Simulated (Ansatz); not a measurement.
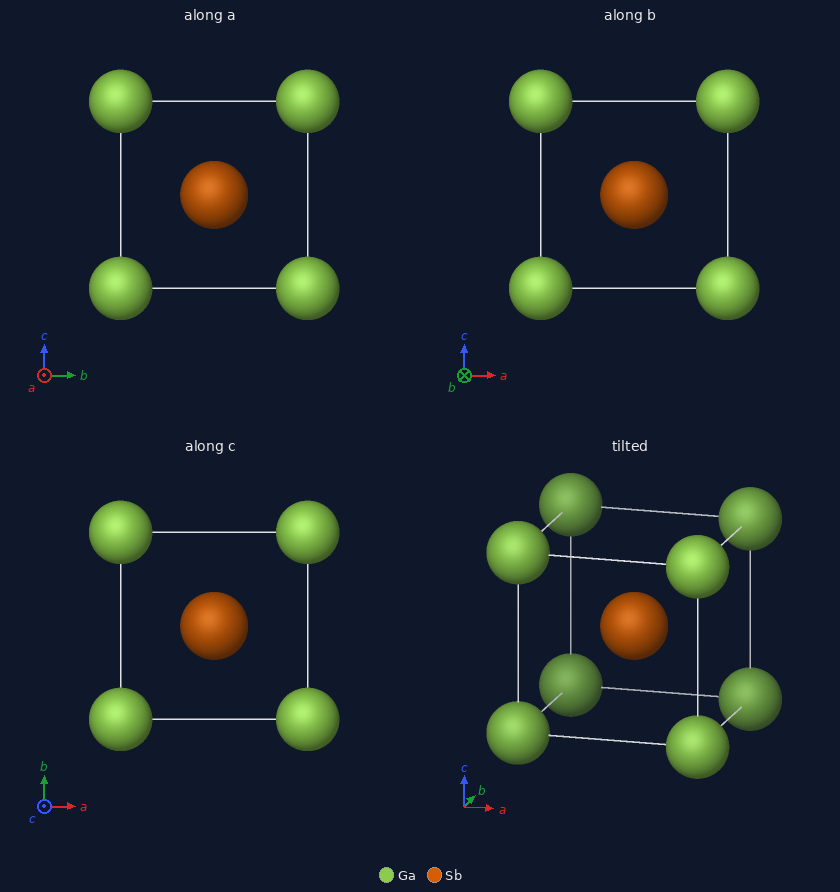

Drawn in the spheres-only manner and seen along the a axis, along the b axis, along the c axis and slightly off an axis. The outline marks the conventional unit cell.

Lattice parameters: a = 3.582 Å, b = 3.582 Å, c = 3.582 Å, α = 90.00°, β = 90.00°, γ = 90.00°. Put a along x and b in the xy plane.

Q: Give the structure in the form of a POSCAR file.

A:
```
Ga Sb
1.0
     3.582    0.000    0.000
     0.000    3.582    0.000
     0.000    0.000    3.582
Ga Sb
1 1
Direct
  0.0000 0.0000 0.0000
  0.5000 0.5000 0.5000
```

The structure comes from a structure type filled with these elements by a generator (whether the compound takes this form wasn't checked). Earlier steps of the study, as a rule a relaxation of our own, may have changed the cell and positions, so they can lie some per cent off the listed ones. It went into a calculation with Ansatz.
